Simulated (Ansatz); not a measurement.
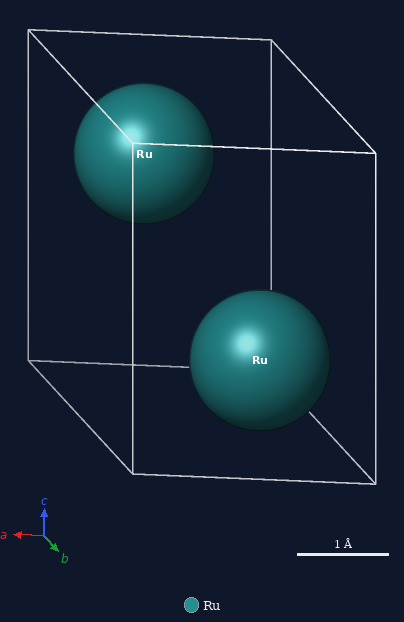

Fig. 1: The structure as given in the input (spheres-only view of the cell of the calculation, seen at an oblique angle). An atom can appear more than once, as a periodic image.

# Geometry relaxation of Ru

- system: Ru (P6₃/mmc, 2 atoms in the cell)
- method: DFT LDA, scalar-relativistic, plane waves, PAW, PAW set soft_1, no spin polarisation (Ansatz 0.2.0)

The structure derives from an entry of the Crystallography Open Database.

**Output**
```
Warning: [file] the record states the generating functional pbe (its physics header spells it `PBE`), which answers neither for hamiltonian.xc's functional nor for the lda family's — results may be inconsistent (PPs are generated against a specific XC)
Engine: ansatz 0.2.0, aarch64-unknown-linux-gnu
Pseudopotentials: kind: paw
Pseudopotential: Ru, paw, valence charge 16, recommended cutoff 420 eV (normal), [file]
Functional definition: SPW92
  exchange = slater_x
  correlation = pw_c
Crystal: 2 atoms, lattice volume = 27.149 Å³
Basis set: ecut = 420 eV, 537 PW (Γ)
Bands: 20, of which v1, the nominal top of the filled ones, is band 16 counted from 1 (15 counted from 0)
Symmetry: 24 space group operations
Space group: P63/mmc (ITA 194), of the structure as read, at distance tolerance 3.0e-5 Å
k-points: 48 of 486
Non-local potential: Ru, projectors of the file, l = 0: 3, l = 1: 2, l = 2: 2, l = 3: 1
PAW form: soft (Blöchl's): semilocal exchange-correlation on the pseudo side does not see the compensation charge
PAW frozen core: Ru, regenerated for the run's functional, and the local potential with it (the file was generated under x = pbe(κ = 0.804, μ = 0.2195149727645171), c = pbe(β = 0.06672455060314922))
PAW one-centre angular grid: Ru, 590 points (default); XC on 64 Gauss nodes
Initial density: superposition of atomic densities (chi_scale 0.1, normalization cell)
Initial wavefunctions: pseudopotential atomic-orbital guess
Functional: x = slater, c = lda
SCF iter   1: F=—  HF=-11518.188734 eV  |F-HF|=—  |Δ(HF+E_count)|=         —  Δρ=1.31e-1  dr2=4.43e0  ethr=3.10e-3  ⟨swp⟩=4.9  Hψ=3778  notcnv=0
preconditioner: auto → none  [insulator: Δε(μ)=0.135 eV  Ē_g=6.238 eV  σ=0.100 eV  W_gap=0.60  n_scr=8 (ndim 8)  ℏωp=28.5 eV  f_vac=0.000  D(μ)=0.75/eV (n_scr^D=2)  ε∞_Penn≈21.9]
SCF iter   2: F=—  HF=-11516.680858 eV  |F-HF|=—  |Δ(HF+E_count)|=    1.51e0  Δρ=2.72e-2  dr2=7.43e-2  ethr=3.10e-3  ⟨swp⟩=2.1  Hψ=2155  notcnv=0  defer=10
SCF iter   3: F=—  HF=-11516.649798 eV  |F-HF|=—  |Δ(HF+E_count)|=   3.11e-2  Δρ=1.05e-2  dr2=1.07e-2  ethr=2.32e-4  ⟨swp⟩=1.0  Hψ=1086  notcnv=0  defer=10
SCF iter   4: F=—  HF=-11516.644757 eV  |F-HF|=—  |Δ(HF+E_count)|=   5.04e-3  Δρ=3.52e-4  dr2=8.99e-6  ethr=3.35e-5  ⟨swp⟩=2.1  Hψ=1642  notcnv=0  defer=10
SCF iter   5: F=—  HF=-11516.644758 eV  |F-HF|=—  |Δ(HF+E_count)|=   5.25e-7  Δρ=5.29e-5  dr2=2.15e-7  ethr=2.81e-8  ⟨swp⟩=2.0  Hψ=1347  notcnv=0  defer=10
SCF iter   6: F=-11516.644758 eV  HF=-11516.644758 eV  |F-HF|=2.36e-9  |Δ(HF+E_count)|=   3.86e-8  Δρ=6.10e-6  dr2=4.49e-9  ethr=3.13e-10  ⟨swp⟩=5.6  Hψ=3691  notcnv=0
SCF 1 converged in 6 iterations: F = -11516.644758 eV  dr2 = 4.49e-9
  greatest PAW one-centre occupation: 1.000 electrons in one spin orbital (limit 2), on the Ru atom at site 1 (counted from 0), in its partial waves of l = 0
relax step   1: F+E_penalty+E_count = -11516.64475797 eV  Δ(F+E_penalty+E_count) = +0.000e0 eV  max|allowed force component| = 4.626e-17 eV/Å  Δτ_max = 0.0000 Å  P = -12.476 GPa  Ω = 27.149 Å³  (6 SCF iters, dr2 threshold 1.00e-7 eV, accepted)
Crystal: 2 atoms, lattice volume = 25.047 Å³
Basis set: ecut = 420 eV, 511 PW (Γ)
Initial density: handed on by an earlier stage of this run
Initial wavefunctions: those handed on with the density
iter 1 solved again at ethr=1.62e-5 eV; its pass at ethr=3.10e-3 eV (dr2=5.19e-3 eV) is discarded
SCF iter   1: F=—  HF=-11516.629381 eV  |F-HF|=—  |Δ(HF+E_count)|=         —  Δρ=6.17e-3  dr2=5.14e-3  ethr=1.62e-5  ⟨swp⟩=1.0  Hψ=5367  notcnv=0
preconditioner: auto → none  [metal: Δε(μ)=0.059 eV  Ē_g=6.506 eV  σ=0.100 eV  W_gap=0.30  n_scr=8 (ndim 8)  ℏωp=29.7 eV  f_vac=0.000  D(μ)=0.76/eV (n_scr^D=2)]
SCF iter   2: F=—  HF=-11516.628292 eV  |F-HF|=—  |Δ(HF+E_count)|=   1.09e-3  Δρ=2.80e-3  dr2=6.20e-4  ethr=1.61e-5  ⟨swp⟩=2.0  Hψ=1271  notcnv=0
SCF iter   3: F=—  HF=-11516.628249 eV  |F-HF|=—  |Δ(HF+E_count)|=   4.29e-5  Δρ=5.21e-4  dr2=3.35e-5  ethr=1.94e-6  ⟨swp⟩=1.6  Hψ=1152  notcnv=0
SCF iter   4: F=—  HF=-11516.628248 eV  |F-HF|=—  |Δ(HF+E_count)|=   1.17e-6  Δρ=5.25e-5  dr2=1.51e-7  ethr=1.05e-7  ⟨swp⟩=2.0  Hψ=1352  notcnv=0
iter 5 did not close the SCF: its close was put off for the readings that it lacked (scf_convergence_deferred on its scf_iter line)
SCF iter   5: F=-11516.628248 eV  HF=-11516.628248 eV  |F-HF|=2.75e-9  |Δ(HF+E_count)|=   1.06e-7  Δρ=5.69e-6  dr2=3.58e-9  ethr=4.71e-10  ⟨swp⟩=2.5  Hψ=1696  notcnv=0
SCF iter   6: F=-11516.628248 eV  HF=-11516.628248 eV  |F-HF|=2.18e-11  |Δ(HF+E_count)|=   1.80e-9  Δρ=4.90e-7  dr2=2.97e-11  ethr=1.12e-11  ⟨swp⟩=1.1  Hψ=2982  notcnv=0
SCF 2 converged in 6 iterations: F = -11516.628248 eV  dr2 = 2.97e-11
relax step   2: F+E_penalty+E_count = -11516.62824824 eV  Δ(F+E_penalty+E_count) = +1.651e-2 eV  max|allowed force component| = 1.018e-16 eV/Å  Δτ_max = 0.0000 Å  P = +17.874 GPa  Ω = 25.047 Å³  energy of the carried Pulay correction = +3.903e-3 eV  (6 SCF iters, dr2 threshold 2.00e-7 eV, rejected (line search))
Crystal: 2 atoms, lattice volume = 26.245 Å³
iter 1 solved again at ethr=4.16e-6 eV; its pass at ethr=3.10e-3 eV (dr2=1.33e-3 eV) is discarded
SCF iter   1: F=—  HF=-11516.686070 eV  |F-HF|=—  |Δ(HF+E_count)|=         —  Δρ=3.47e-3  dr2=1.64e-3  ethr=4.16e-6  ⟨swp⟩=1.6  Hψ=5409  notcnv=0
preconditioner: auto → none  [metal: Δε(μ)=0.070 eV  Ē_g=6.110 eV  σ=0.100 eV  W_gap=0.37  n_scr=8 (ndim 8)  ℏωp=29.0 eV  f_vac=0.000  D(μ)=0.83/eV (n_scr^D=2)]
SCF iter   2: F=—  HF=-11516.685771 eV  |F-HF|=—  |Δ(HF+E_count)|=   2.99e-4  Δρ=1.62e-3  dr2=2.24e-4  ethr=4.16e-6  ⟨swp⟩=2.0  Hψ=1288  notcnv=0
SCF iter   3: F=—  HF=-11516.685761 eV  |F-HF|=—  |Δ(HF+E_count)|=   9.21e-6  Δρ=2.70e-4  dr2=1.21e-5  ethr=6.99e-7  ⟨swp⟩=1.9  Hψ=1239  notcnv=0
SCF iter   4: F=—  HF=-11516.685762 eV  |F-HF|=—  |Δ(HF+E_count)|=   1.12e-6  Δρ=3.21e-5  dr2=5.59e-8  ethr=3.77e-8  ⟨swp⟩=2.0  Hψ=1338  notcnv=0
SCF iter   5: F=—  HF=-11516.685762 eV  |F-HF|=—  |Δ(HF+E_count)|=   6.31e-7  Δρ=3.50e-6  dr2=1.49e-9  ethr=1.75e-10  ⟨swp⟩=2.2  Hψ=1504  notcnv=0
SCF iter   6: F=-11516.685762 eV  HF=-11516.685762 eV  |F-HF|=5.46e-12  |Δ(HF+E_count)|=  6.80e-10  Δρ=2.99e-7  dr2=1.28e-11  ethr=4.67e-12  ⟨swp⟩=2.1  Hψ=3557  notcnv=0
SCF 3 converged in 6 iterations: F = -11516.685762 eV  dr2 = 1.28e-11
relax step   3: F+E_penalty+E_count = -11516.68576183 eV  Δ(F+E_penalty+E_count) = -4.100e-2 eV  max|allowed force component| = 4.163e-17 eV/Å  Δτ_max = 0.0000 Å  P = -1.092 GPa  Ω = 26.245 Å³  energy of the carried Pulay correction = +1.637e-3 eV  (6 SCF iters, accepted)
Crystal: 2 atoms, lattice volume = 26.168 Å³
iter 1 solved again at ethr=1.89e-8 eV; its pass at ethr=3.10e-3 eV (dr2=6.04e-6 eV) is discarded
SCF iter   1: F=—  HF=-11516.686174 eV  |F-HF|=—  |Δ(HF+E_count)|=         —  Δρ=2.28e-4  dr2=7.83e-6  ethr=1.89e-8  ⟨swp⟩=2.0  Hψ=4840  notcnv=0
preconditioner: auto → none  [metal: Δε(μ)=0.074 eV  Ē_g=6.139 eV  σ=0.100 eV  W_gap=0.38  n_scr=8 (ndim 8)  ℏωp=29.0 eV  f_vac=0.000  D(μ)=0.81/eV (n_scr^D=2)]
SCF iter   2: F=—  HF=-11516.686172 eV  |F-HF|=—  |Δ(HF+E_count)|=   1.71e-6  Δρ=1.04e-4  dr2=9.24e-7  ethr=1.89e-8  ⟨swp⟩=2.0  Hψ=1321  notcnv=0
iter 3 did not close the SCF: its close was put off for the readings that it lacked (scf_convergence_deferred on its scf_iter line)
SCF iter   3: F=-11516.686172 eV  HF=-11516.686172 eV  |F-HF|=1.76e-8  |Δ(HF+E_count)|=   8.00e-8  Δρ=2.01e-5  dr2=5.40e-8  ethr=2.89e-9  ⟨swp⟩=1.6  Hψ=1142  notcnv=0
iter 4 did not close the SCF: its close was put off for the readings that it lacked (scf_convergence_deferred on its scf_iter line)
SCF iter   4: F=-11516.686172 eV  HF=-11516.686172 eV  |F-HF|=1.06e-10  |Δ(HF+E_count)|=   2.84e-9  Δρ=2.01e-6  dr2=2.09e-10  ethr=1.69e-10  ⟨swp⟩=2.0  Hψ=1335  notcnv=0
iter 5 did not close the SCF: its close was put off for the readings that it lacked (scf_convergence_deferred on its scf_iter line)
SCF iter   5: F=-11516.686172 eV  HF=-11516.686172 eV  |F-HF|=1.82e-12  |Δ(HF+E_count)|=  9.09e-11  Δρ=1.98e-7  dr2=4.78e-12  ethr=1.00e-12  ⟨swp⟩=1.8  Hψ=1241  notcnv=0
SCF iter   6: F=-11516.686172 eV  HF=-11516.686172 eV  |F-HF|=0.00e0  |Δ(HF+E_count)|=  3.64e-12  Δρ=1.88e-8  dr2=5.70e-14  ethr=1.00e-12  ⟨swp⟩=1.0  Hψ=2112  notcnv=0
SCF 4 converged in 6 iterations: F = -11516.686172 eV  dr2 = 5.70e-14
relax step   4: F+E_penalty+E_count = -11516.68617205 eV  Δ(F+E_penalty+E_count) = -4.102e-4 eV  max|allowed force component| = 4.626e-17 eV/Å  Δτ_max = 0.0000 Å  P = -0.010 GPa  Ω = 26.168 Å³  energy of the carried Pulay correction = +1.781e-3 eV  (6 SCF iters, dr2 threshold 2.00e-7 eV, accepted)
Initial wavefunctions: pseudopotential atomic-orbital guess (no wavefunctions were taken with the density)
iter 1 solved again at ethr=1.92e-8 eV; its pass at ethr=3.10e-3 eV (dr2=6.14e-6 eV) is discarded
SCF iter   1: F=—  HF=-11516.684630 eV  |F-HF|=—  |Δ(HF+E_count)|=         —  Δρ=1.02e-4  dr2=3.36e-7  ethr=1.92e-8  ⟨swp⟩=3.6  Hψ=6932  notcnv=0
preconditioner: auto → none  [metal: Δε(μ)=0.073 eV  Ē_g=6.138 eV  σ=0.100 eV  W_gap=0.38  n_scr=8 (ndim 8)  ℏωp=29.0 eV  f_vac=0.000  D(μ)=0.81/eV (n_scr^D=2)]
SCF iter   2: F=—  HF=-11516.684630 eV  |F-HF|=—  |Δ(HF+E_count)|=   5.18e-7  Δρ=4.95e-5  dr2=7.78e-8  ethr=1.05e-9  ⟨swp⟩=1.2  Hψ=1065  notcnv=0
SCF iter   3: F=—  HF=-11516.684630 eV  |F-HF|=—  |Δ(HF+E_count)|=   4.01e-8  Δρ=3.62e-6  dr2=3.04e-9  ethr=2.43e-10  ⟨swp⟩=2.2  Hψ=1147  notcnv=0
iter 4 did not close the SCF: its close was put off for the readings that it lacked (scf_convergence_deferred on its scf_iter line)
SCF iter   4: F=-11516.684630 eV  HF=-11516.684630 eV  |F-HF|=2.18e-11  |Δ(HF+E_count)|=   1.05e-9  Δρ=8.31e-7  dr2=4.04e-11  ethr=9.49e-12  ⟨swp⟩=2.0  Hψ=1552  notcnv=0
iter 5 did not close the SCF: its close was put off for the readings that it lacked (scf_convergence_deferred on its scf_iter line)
SCF iter   5: F=-11516.684630 eV  HF=-11516.684630 eV  |F-HF|=0.00e0  |Δ(HF+E_count)|=  2.00e-11  Δρ=7.47e-8  dr2=7.54e-13  ethr=1.00e-12  ⟨swp⟩=1.0  Hψ=960  notcnv=0
SCF iter   6: F=-11516.684630 eV  HF=-11516.684630 eV  |F-HF|=1.82e-12  |Δ(HF+E_count)|=    0.00e0  Δρ=9.07e-9  dr2=1.14e-14  ethr=1.00e-12  ⟨swp⟩=1.1  Hψ=2118  notcnv=0
SCF 5 converged in 6 iterations: F = -11516.684630 eV  dr2 = 1.14e-14
relax step   5: F+E_penalty+E_count = -11516.68463021 eV  Δ(F+E_penalty+E_count) = +1.542e-3 eV  max|allowed force component| = 3.469e-17 eV/Å  Δτ_max = 0.0000 Å  P = -0.073 GPa  Ω = 26.168 Å³  stress off target by 9.73e-2 GPa  SCF on the basis re-selected at this cell (its energy is not comparable with the rows above)  (6 SCF iters)
```

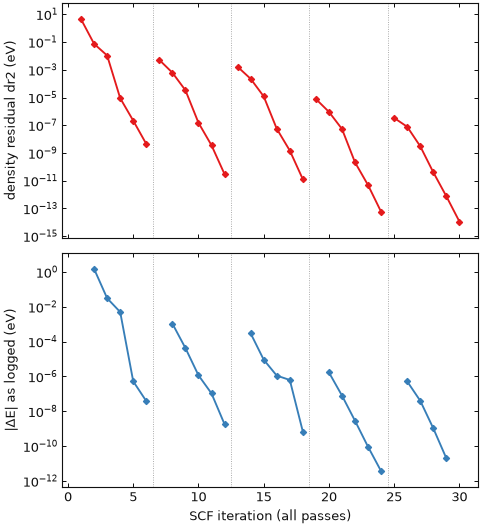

Fig. 2: Convergence of the self-consistent field: density residual dr2 and size of the energy change against the SCF iteration. The dotted lines part the SCF passes of the relaxation: geometry steps, rejected trials and re-solves on a re-selected basis. The 5 passes take 6 iterations each, 30 in all.

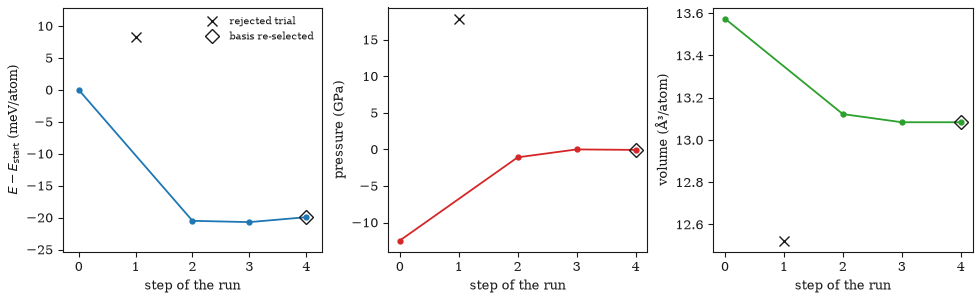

Fig. 3: Progress of the relaxation, step by step (the first geometry is step 0 here and step 1 in the log).

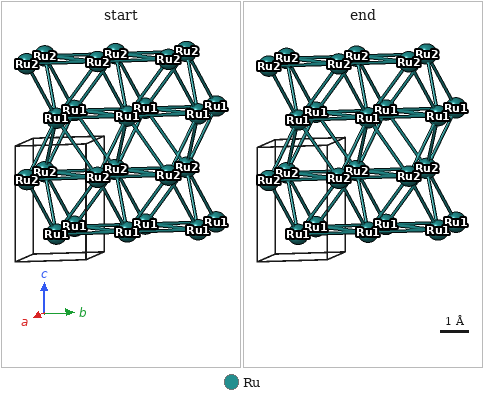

Fig. 4: Before (left) and after (right) the relaxation, at one scale (ball-and-stick view of the cell of the calculation, repeated 2 × 3 × 2, seen slightly off an axis). The atoms keep their places relative to the cell (all moves are under 0.005 Å). The volume changes by −3.6 %, with a = b 2.706 → 2.673 Å (−1.2 %), c 4.282 → 4.229 Å (−1.2 %). Among the contacts that change: Ru1–Ru1 2.706 → 2.673 Å, Ru1–Ru2 2.650 → 2.618 Å. The space group stays P6_3/mmc (No. 194). After 3 geometry steps the energy has fallen by 20.7 meV per atom. All forces vanish by symmetry, so only the cell relaxes. The pressure goes from −12.48 to −0.07 GPa. The line search rejected the trial step at point 1 (counted from 0) and went back. A last SCF at the same geometry on a re-selected plane-wave basis shifts the energy by +0.8 meV per atom. (Atoms are counted from 1 in the order of the input.)

```
basis re-selected at this cell: Δ(F+E_penalty+E_count) = +1.542e-3 eV, ΔP = -0.063 GPa vs the last step (what re-selecting the basis moved, of the pressure what is left beyond the Pulay correction that the steps carried, after the strain that the cell walked since its last selection, with what the two solves' SCF thresholds leave and, on support functions, any second-order correction that the steps lacked; it is no measure of the basis error at this ecutwfc). The dense FFT grid was sized anew with the basis: this SCF ran on 18×18×30 points, the steps before it on 20×20×30, so part of this shift can come from that change (see relax.cell in the input reference). This SCF's stress stands 9.73e-2 GPa from its target on what of the cell is left free (relax.cell.stress_tol is 5.00e-1 GPa) and its largest allowed force component is 3.47e-17 eV/Å (relax.f_tol is 5.00e-2 eV/Å): within both
SCF converged after 6 iterations
Free energy (F): -11516.684630 eV
Harris-Foulkes:  -11516.684630 eV  (|F-HF|=1.82e-12)
Internal energy: -11516.680573 eV  (E = F + TS)
E sigma→0 (E₀):  -11516.682602 eV
Entropy (-TS):   -0.004057 eV (-2.029 meV/atom)
Fermi energy:    24.150431 eV
--- Per-component energies (eV) ---
  E_band       = -90.105390
  E_kinetic    = 923.832574
  E_local      = -2472.416920  (includes V_loc(G=0)·N_el)
  E_nonlocal   = 835.945402
  E_hartree    = 815.947756
  E_xc         = -339.809120
  E_vxc        = -431.296497  (∫ρ·V_xc dr)
  E_paw        = -6763.786483  (= ΣΔE_a)
  E_vpaw       = -578.066522  (= ΣTr[D̂ρ^β])
  E_aug_tail   = 0.001065  (compensation charges beyond the density's cutoff)
  E_ewald      = -4517.538217
  E_core_change = 1.143369  (= ΣΔE_core)
  E_smearing   = -0.004057  (= −TS)
  E_closure    = 0.000000  (closes the sum)
  Σ components = -11516.684630   (vs F -11516.684630, Δ=0.00e0)
--- Forces (eV/Å), atoms counted from 1 ---
  atom   1  Ru     0.00000000    -0.00000000    -0.00000000
  atom   2  Ru    -0.00000000     0.00000000     0.00000000
  max |Σ_I F_I| component: 4.63e-18 eV/Å
--- Stress (GPa, compression-positive) ---
       -0.061129       0.000000       0.000000
       -0.000000      -0.061129       0.000000
        0.000000       0.000000      -0.097340
  P = ⅓ Tr σ = -0.0732 GPa (-0.732 kbar)
--- Band table (eV; the first three rows and the last of 48) ---
  k-point 0: bands = ["-48.9876", "-48.7449", "-19.5875", "-18.5390", "-18.5390", "-18.3468", "-18.3468", "-18.2839", "15.8250", "17.5512", "21.3154", "21.3154", "21.5165", "22.0436", "22.0436", "22.6171", "22.6171", "25.3567", "25.3567", "25.4188"]
  k-point 1: bands = ["-48.9716", "-48.7614", "-19.5042", "-18.5262", "-18.5262", "-18.3757", "-18.3598", "-18.3598", "16.1440", "17.6595", "21.1576", "21.1576", "21.3601", "21.8585", "21.8585", "23.0329", "23.0329", "24.4395", "25.3666", "25.3666"]
  k-point 2: bands = ["-48.9278", "-48.8064", "-19.2740", "-18.6230", "-18.4913", "-18.4913", "-18.3952", "-18.3952", "16.9742", "17.8790", "21.0306", "21.0306", "21.0613", "21.4711", "21.4711", "22.5824", "23.8615", "23.8615", "25.2099", "25.2099"]
  k-point 47: bands = ["-48.7250", "-48.7250", "-19.3237", "-19.3237", "-19.0317", "-19.0317", "-18.5127", "-18.5127", "19.1271", "19.1271", "19.7517", "19.7517", "21.2338", "21.2338", "22.8180", "22.8180", "25.3954", "25.3954", "32.8421", "32.8421"]
--- Relaxed structure (4 steps of the walk, 3 accepted, 1 SCFs on fresh bases) ---
  F+E_penalty+E_count = -11516.68463021 eV   max|allowed force component| = 3.469e-17 eV/Å   (the final SCF, on the basis selected at the relaxed cell)
  cell:  # Å, volume = 26.1680 Å³
    - [2.6731301675511765, 3.612229979584477e-36, 0.0]
    - [-1.3365650837755882, 2.314998632721872, 0.0]
    - [0.0, 0.0, 4.228628567981978]
  atoms:
    - { symbol: Ru, position: [0.33333333333333326, 0.6666666666666665, 0.25] }
    - { symbol: Ru, position: [0.6666666666666665, 0.33333333333333326, 0.7500000000000001] }
```

**Trajectory as extended XYZ (Å, eV, eV/Å), 5 frames, from step=1 to step=5**
```
2
Lattice="2.7058 0.0000 0.0000 -1.3529 2.3433 0.0000 0.0000 0.0000 4.2819" Properties=species:S:1:pos:R:3:forces:R:3 step=1 energy=-11516.64476 pressure_GPa=-12.48
Ru    0.0000    1.5622    1.0705    0.0000   0.0000   0.0000
Ru    1.3529    0.7811    3.2114    0.0000   0.0000   0.0000
2
Lattice="2.6319 0.0000 0.0000 -1.3160 2.2793 0.0000 0.0000 0.0000 4.1752" Properties=species:S:1:pos:R:3:forces:R:3 step=2 energy=-11516.62825 pressure_GPa=17.87 accepted=F
Ru    0.0000    1.5196    1.0438    0.0000   0.0000   0.0000
Ru    1.3160    0.7598    3.1314    0.0000   0.0000   0.0000
2
Lattice="2.6759 0.0000 0.0000 -1.3380 2.3174 0.0000 0.0000 0.0000 4.2322" Properties=species:S:1:pos:R:3:forces:R:3 step=3 energy=-11516.68576 pressure_GPa=-1.09
Ru    0.0000    1.5450    1.0581    0.0000   0.0000   0.0000
Ru    1.3380    0.7725    3.1742    0.0000   0.0000   0.0000
2
Lattice="2.6731 0.0000 0.0000 -1.3366 2.3150 0.0000 0.0000 0.0000 4.2286" Properties=species:S:1:pos:R:3:forces:R:3 step=4 energy=-11516.68617 pressure_GPa=-0.01
Ru    0.0000    1.5433    1.0572    0.0000   0.0000   0.0000
Ru    1.3366    0.7717    3.1715    0.0000   0.0000   0.0000
2
Lattice="2.6731 0.0000 0.0000 -1.3366 2.3150 0.0000 0.0000 0.0000 4.2286" Properties=species:S:1:pos:R:3:forces:R:3 step=5 energy=-11516.68463 pressure_GPa=-0.07
Ru    0.0000    1.5433    1.0572    0.0000   0.0000   0.0000
Ru    1.3366    0.7717    3.1715    0.0000   0.0000   0.0000
```

This output came from the following input.

**Input file**
```yaml
crystal:
  lattice:
    - [2.7057993342, 0.0, 0.0]
    - [-1.3528996671, 2.343290961, 0.0]
    - [0.0, 0.0, 4.2819]
  atoms:
    - { symbol: Ru, position: [0.3333333333, 0.6666666667, 0.25] }
    - { symbol: Ru, position: [0.6666666667, 0.3333333333, 0.75] }
basis:
  ecutwfc: 420
kpoints:
  mp_grid: { grid: [9, 9, 6] }
hamiltonian:
  xc: lda
  pseudopotentials: { kind: paw, azcp: { folder: soft_1 } }
scf:
  occupations: { method: gaussian, width: 0.1 }
output:
  forces: true
  stress: true
  eigenvalues: true
relax:
  adjacent_minimum: "off"
  f_tol: 0.05
  max_steps: 80
  cell: { stress_tol: 0.5 }
```

Run as:
```bash
ansatz run input.yaml --threads 1 --pin off --max-ram 3072MiB --backend cpu --events-out ev --progress --plain --runs-dir out
```

**Summary**

- outcome: converged
- space group (tolerance 0.01 Å): P6₃/mmc (194)
- electrons treated: 32
- free energy: −11516.6846 eV
- Fermi energy: 24.150 eV
- gap on the k-point mesh: none (metallic)
- pressure: −0.07 GPa
- final volume: 26.17 Å³
- largest force (length of the vector) at the end: under 0.001 eV/Å
- final cell: a = 2.673 Å, b = 2.673 Å, c = 4.229 Å, α = 90.00°, β = 90.00°, γ = 120.00°
- hardware: 1 thread of Arm Neoverse N1, 24 GiB of memory available, shared host
- wall time: 11 s
- peak memory: 0.28 GiB

**Remarks**

Warnings of the run: the PAW datasets were made with another functional.
